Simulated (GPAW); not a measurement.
SiC (F-43m): refractive index against wavelength

The refractive index of SiC (F-43m) below the direct gap (4.51 eV on the mesh) is read from one computed spectrum, n = √(Re ε).

The structure is cubic, space group F-43m (No. 216). Conventional cell: a = 4.358 Å, b = 4.358 Å, c = 4.358 Å, α = 90.00°, β = 90.00°, γ = 90.00°. Si on site a is surrounded by 4 C at 1.89 Å. C on site c has 4 Si at 1.89 Å as nearest neighbours.

Method: GPAW 26.7.0, LDA, RPA, k-mesh 14×14×14, local fields up to 50 eV, Lorentzian half width 0.15 eV.

Launch of the response step: `OMP_NUM_THREADS=1 python df.py`. The run took 25 s, its band step included, on 1 thread of Arm Neoverse V1, on a shared host.

```tsv
wavelength (nm)	photon energy E (eV)	n
1064	1.165	2.6407
850	1.459	2.6581
700	1.771	2.6818
633	1.959	2.6988
532	2.331	2.7396
450	2.755	?
405	3.061	2.8552
```

In the single-oscillator model n² − 1 = E₀E_d/(E₀² − E²), so 1/(n² − 1) = E₀/E_d − E²/(E₀E_d) is linear in E².

Working, on the rows shown:

| x = E² (eV²) | y = 1/(n² − 1) |
| --- | --- |
| 1.35784 | 0.167412 |
| 2.12762 | 0.164867 |
| 3.13716 | 0.161497 |
| 3.83641 | 0.159146 |
| 5.43137 | 0.153718 |
| 9.37179 | 0.139818 |

Means: x̄ = 4.2104, ȳ = 0.15774. Σ(x − x̄)(y − ȳ) = -0.1444, Σ(x − x̄)² = 41.9. Slope = -0.1444 / 41.9 = -0.003447; intercept = ȳ − slope · x̄ = 0.17225. Turned back into n, the line misses the rows shown by at most 0.0014.

Q: Fill in the last column of the withheld row.

A: At x = 7.5912 the line gives y = 0.14609, that is 2.8009. The run gave 2.8000, so the interpolation is off by 0.0009, 0.4 % of the range in the table.

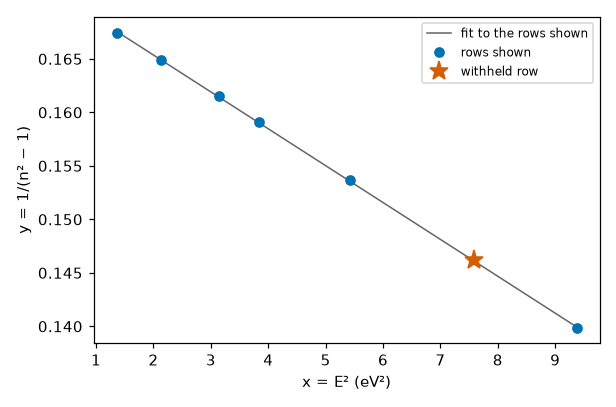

Refitted with all rows, the slope is -0.003441 and the intercept 0.17224. These give E₀ = √(intercept/−slope) = 7.08 eV and E_d = E₀/intercept = 41.1 eV; E₀ is 1.6 times the direct gap. The electronic limit at long wavelengths, without lattice vibrations, is n = √(1 + 1/intercept) = 2.609. Excitons are left out; LDA gaps are as a rule too small. The values come from a sum over the points of one k-mesh and carry its error, which grows as the direct gap shrinks. The local-field cutoff holds few shells of reciprocal vectors for this small cell, so ε∞ can read a few per cent high.

[Logs are printed without paths, hosts, clocks, repeated set-up lines and the standing remarks that a program may print on its own settings, such as how far it seeks lower states.]
